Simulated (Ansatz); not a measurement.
**Ni (slab): density, localisation and related maps**

The calculation's input:

```
crystal:
  lattice:
    - [2.4488173384, 0.0, 0.0]
    - [0.0, 3.4631506917, 0.0]
    - [0.0, 0.0, 24.7952693535]
  atoms:
    - { symbol: Ni, position: [0.5, 0.5, 0.3024770529], spin: 0.73 }
    - { symbol: Ni, position: [0.0, 0.0, 0.3518577897], spin: 0.73 }
    - { symbol: Ni, position: [0.5, 0.5, 0.4012385265], spin: 0.73 }
    - { symbol: Ni, position: [0.0, 0.0, 0.4506192632], spin: 0.73 }
    - { symbol: Ni, position: [0.5, 0.5, 0.5], spin: 0.73 }
    - { symbol: Ni, position: [0.0, 0.0, 0.5493807368], spin: 0.73 }
    - { symbol: Ni, position: [0.5, 0.5, 0.5987614735], spin: 0.73 }
    - { symbol: Ni, position: [0.0, 0.0, 0.6481422103], spin: 0.73 }
    - { symbol: Ni, position: [0.5, 0.5, 0.6975229471], spin: 0.73 }
basis:
  ecutwfc: 420
kpoints:
  mp_grid: { grid: [14, 10, 1] }
hamiltonian:
  xc: pbesol
scf:
  occupations: { method: gaussian, width: 0.1 }
output:
  forces: true
  stress: true
  eigenvalues: true
  populations: true
  write_density: true
  write_potential: true
  elf: true
  volumetric_format: npy
magnetization:
  spin_polarized: true
efield:
  axis: 3
  dipole_correction: true
  ramp_width: 0.04
```

Run with:

```sh
ansatz run input.yaml --threads 2 --pin off --max-ram 5120MiB --backend cpu --events-out ev --progress --plain --runs-dir out
```

Not relaxed (largest force 0.7 eV/Å); spin-polarised.

Theory: DFT PBEsol, scalar-relativistic, plane waves, PAW in Ansatz.

In a PAW calculation such maps are meaningful between the atoms, not at the nuclei.

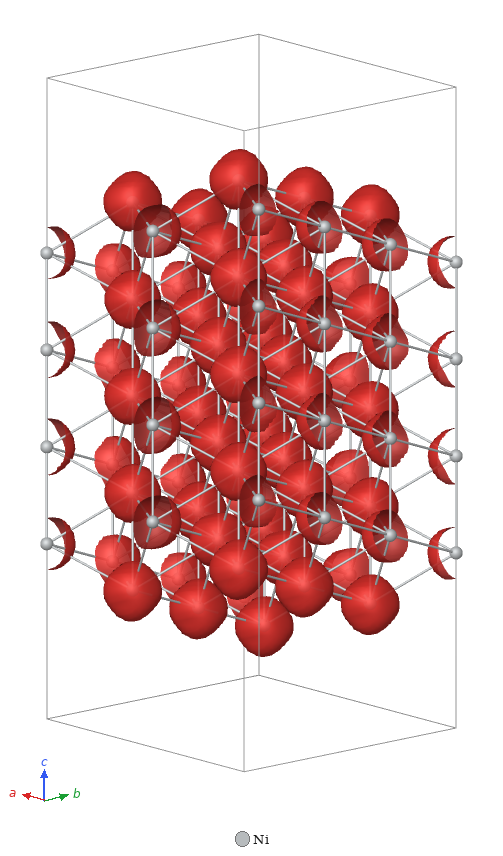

Figure 1. Isosurface of the magnetisation density (up minus down) at +0.1 e/Å³ (red), seen at an oblique angle. Sticks mark near contacts.

### Which atoms carry the moments, and with what signs?

The spin density sits on Ni: +0.7 μB (×9) in one cell of 9 atoms: parallel main moments (a ferromagnetic arrangement) in this solution. The cell of the calculation (9 atoms) carries 5.9 μB of net spin moment.

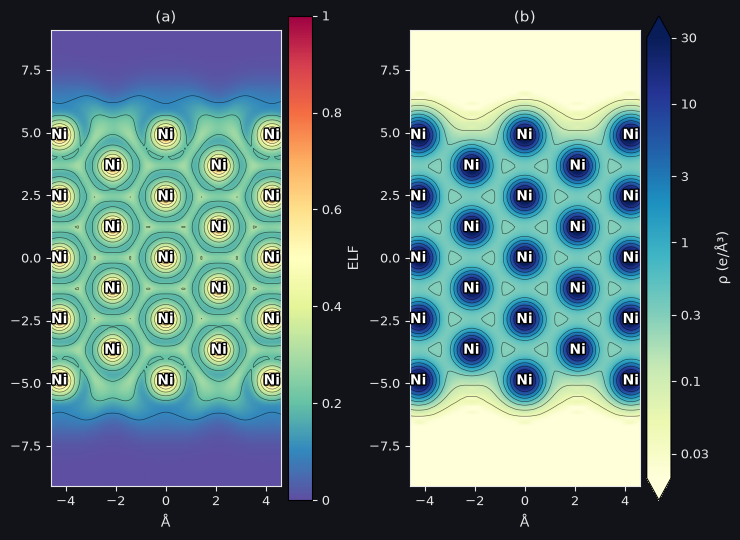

Figure 2. (a) electron localisation function; (b) valence pseudo-density on the (11̄0) plane of the calculation cell, a cut from vacuum to vacuum.

### Read the bonding off the picture.

Atoms in the plane: Ni.
Ni–Ni (2.45 Å): the density is about 0.35 e/Å³ at the midpoint; the ELF is about 0.25 at the midpoint; no localised pair shows between them.
The density dies away to nearly zero in the vacuum.
The features right at Ni lie inside the PAW spheres, where the map follows smoothed inner orbitals and isn't to be read closely.

### Does the calculation give a band gap?

It is metallic or semimetallic at this level of theory: no gap opens.
